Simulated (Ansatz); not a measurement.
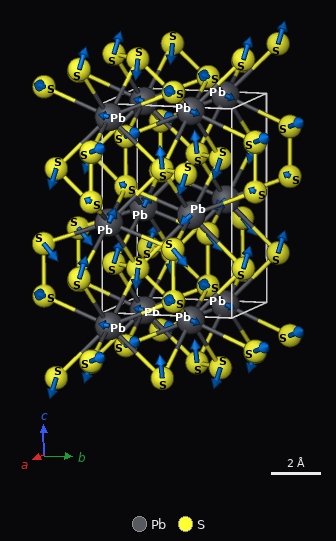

This is a relaxation of a crystal of PbS2 (built on the database structure type). The starting structure is drawn; blue arrows show the displacements (the part carried along by the change of the cell is left out), magnified 10 times.

Style: ball-and-stick. Shown: the cell of the calculation, reduced to other axes, repeated 2 × 1 × 1 with one cell outlined, slightly off an axis. Lengths and directions refer to the drawn axes.

Case: shaken.

All numbers below come from DFT, PBEsol, plane waves, PAW (Ansatz). Set-up: plane-wave cutoff 420 eV; k-point mesh 4 × 4 × 4; occupations fermi dirac; smearing width 0.05 eV; no spin polarisation; cell and atoms relaxed; force threshold 0.01 eV/Å; at most 120 steps.

> Atoms of which element are displaced furthest, and by how much?

Sulfur: up to 0.12 Å, against 0.07 Å for lead.

> What happened in the run?

The energy falls by 17.2 meV per atom in 9 accepted moves (13 points after the start). Largest force component: 0.83 eV/Å at the start, 0.0038 eV/Å at the end. The pressure goes from −2.83 to −0.01 GPa. The line search rejected the trial steps at points 7, 9, 11 of the run. The SCF was repeated once at an unchanged geometry on a basis and grid sized afresh for the cell, which shifted the energy by 0.1 meV per atom at most. The atom that moves furthest relative to the cell is an S atom (0.12 Å along [3 3 1]). By element the largest moves are S 0.12 Å, Pb 0.07 Å. The drawn cell changes as follows: a 5.720 → 5.685 Å (−0.6 %), b 5.820 → 5.685 Å (−2.3 %), c 8.727 → 8.579 Å (−1.7 %), α 89.7° → 90.0°, γ 81.7° → 82.0°; the volume changes by −4.5 %. Some distances before and after: Pb–S 3.155 → 3.008 Å, Pb–S 3.124 → 3.009 Å, S–S 2.192 → 2.084 Å, Pb–S 3.105 → 3.010 Å. Among the angles between lasting bonds that change: Pb–S–S 113.8° → 106.8°, S–S–Pb 109.3° → 115.4°, Pb–S–S 112.6° → 106.8°. The space group (tolerance 0.01 Å) goes from P1 (No. 1) to I4/m (No. 87).
